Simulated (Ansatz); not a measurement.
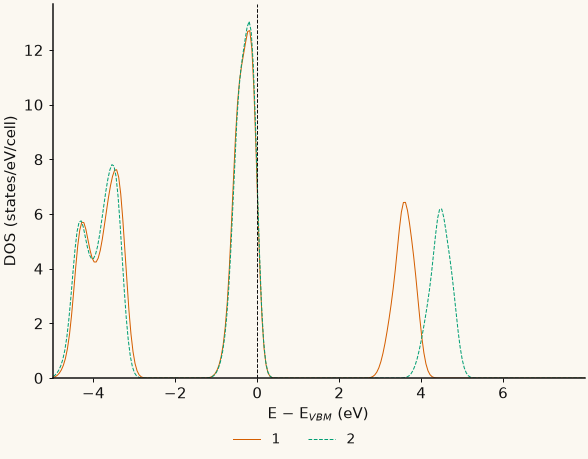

Total densities of states of F, space group C2/c (No. 15), 4 atoms in the cell, by two methods on the same cell. The curves are built from the levels of the k mesh with Gaussians 0.3 eV wide, which also blur the band edges. Each is counted from its own valence-band top.

Question: Which curve is which? The methods: PBE, r2SCAN.

Answer: 1 is PBE; 2 is r2SCAN. PBE gives a gap of 2.99 eV and r2SCAN gives a gap of 3.84 eV.

Settings. PBE: DFT, PBE, plane waves, PAW, no spin polarisation, 10×10×4 k mesh, 420 eV cutoff, Fermi-Dirac smearing of 0.02 eV (Ansatz). r2SCAN: DFT, r2SCAN, plane waves, PAW, no spin polarisation, 10×10×4 k mesh, 500 eV cutoff (Ansatz 0.2.0).

The atoms aren't at rest in this cell (largest force 0.6 eV/Å), so the relaxed material can differ.
